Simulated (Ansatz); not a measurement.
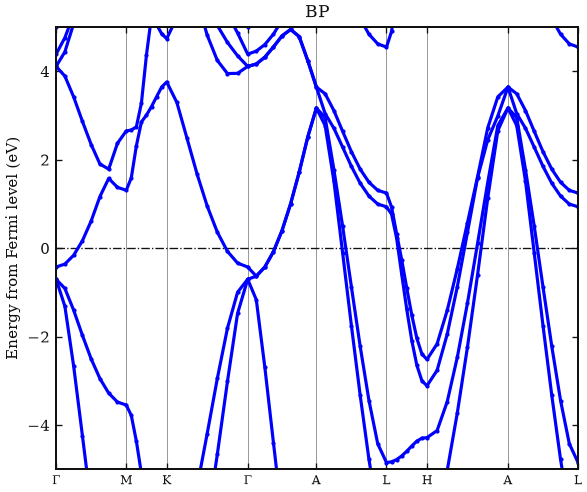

Band structure. Energies are counted from the Fermi level. The path runs straight from each named point to the next.

### Which Bravais lattice do the labels of the path belong to?

A hexagonal (primitive) lattice: the path Γ–M–K–Γ–A–L–H–A–L runs through the special points of its Brillouin zone.

Structure: BP, space group P-6m2 (No. 187), 2 atoms in the cell.

Level of theory: DFT, PBE, all-electron PAW with datasets made for the crystal, scalar-relativistic, no spin polarisation, 13×13×11 k mesh; code Ansatz.

### Is there a gap at the Fermi level?

A metal: 4 bands cross the Fermi level along this path.
